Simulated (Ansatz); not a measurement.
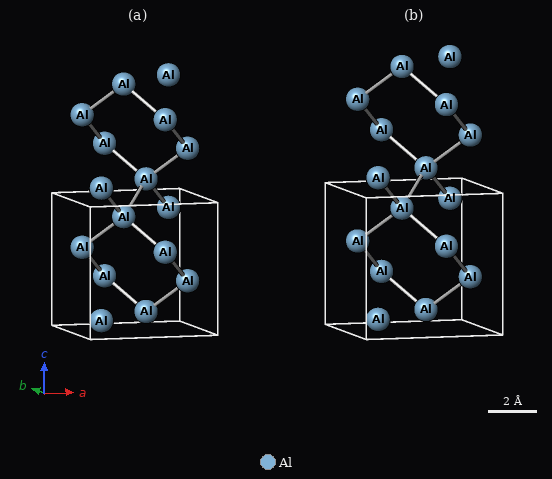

The structure of crystalline Al (a generated structure, set up in Fd-3m) before (left) and after (right) a relaxation, at one scale.

A ball-and-stick model of the conventional cell (4 times the calculation's cell), repeated 1 × 1 × 2 with one cell outlined, seen slightly off an axis. Lengths and directions refer to the drawn axes.

Phase: diamond.

Method: Ansatz 0.2.0, DFT, r2SCAN, plane waves (500 eV) with PAW, scalar-relativistic. Set-up: plane-wave cutoff 500 eV; k-point mesh 10 × 10 × 10; occupations fermi dirac; smearing width 0.1 eV; no spin polarisation; cell and atoms relaxed; force threshold 0.01 eV/Å; at most 60 steps.

> Summarise the run.

The atoms keep their places relative to the cell (all moves are under 0.005 Å). Cell: a = b = c 5.639 → 6.027 Å (+6.9 %). Volume +22.1 %. Near-neighbour distances that change, for instance: Al–Al 2.442 → 2.610 Å. The space group stays Fd-3m (No. 227). The energy falls by 158 meV per atom in 4 accepted moves (5 points after the start). All forces vanish by symmetry, so only the cell relaxes. The pressure goes from 12.04 to 0.01 GPa. At 1 point the geometry stayed and the basis and grid were re-selected for the new cell (energy shift of 0.1 meV per atom at most each time).
